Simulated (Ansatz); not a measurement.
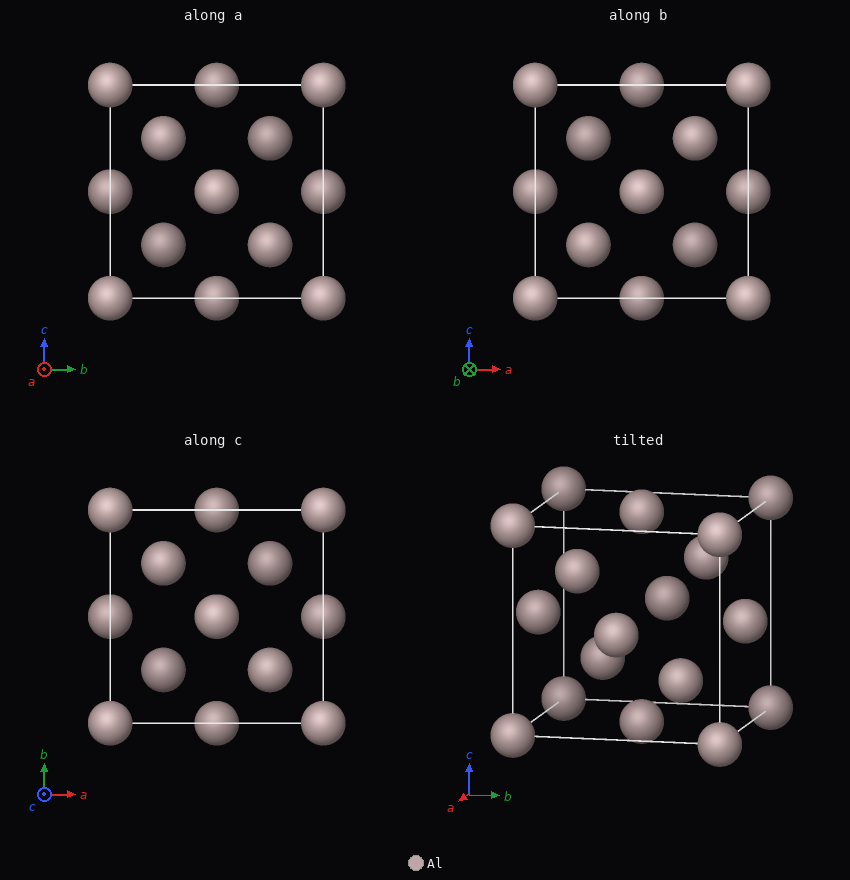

Drawn in the spheres-only manner and seen along the a axis, along the b axis, along the c axis and slightly off an axis. Atoms at the boundary of the conventional unit cell (the box) are drawn once for each face, edge or corner they touch.

Lattice parameters: a = 5.7760 Å, b = 5.7760 Å, c = 5.7760 Å, α = 90.000°, β = 90.000°, γ = 90.000°.

Give the atomic positions as a CIF with its space group and independent sites.

Answer.
```cif
data_structure
_symmetry_space_group_name_H-M 'F d -3 m :1'
_symmetry_Int_Tables_number 227
_cell_length_a 5.7760
_cell_length_b 5.7760
_cell_length_c 5.7760
_cell_angle_alpha 90.000
_cell_angle_beta 90.000
_cell_angle_gamma 90.000
_cell_volume 192.70
loop_
_atom_site_label
_atom_site_type_symbol
_atom_site_symmetry_multiplicity
_atom_site_Wyckoff_symbol
_atom_site_fract_x
_atom_site_fract_y
_atom_site_fract_z
_atom_site_occupancy
Al1 Al 8 a 0.2500 0.7500 0.7500 1
```

The initial geometry was a structure type filled with this element by a generator (whether the element takes this form wasn't checked). Earlier steps of the study may have refined or changed the cell and positions. A calculation with Ansatz used it as input.

At this level of theory the cell isn't at rest (compressed, at 7 GPa), so its distances can differ from those at equilibrium, the more so the softer the solid.
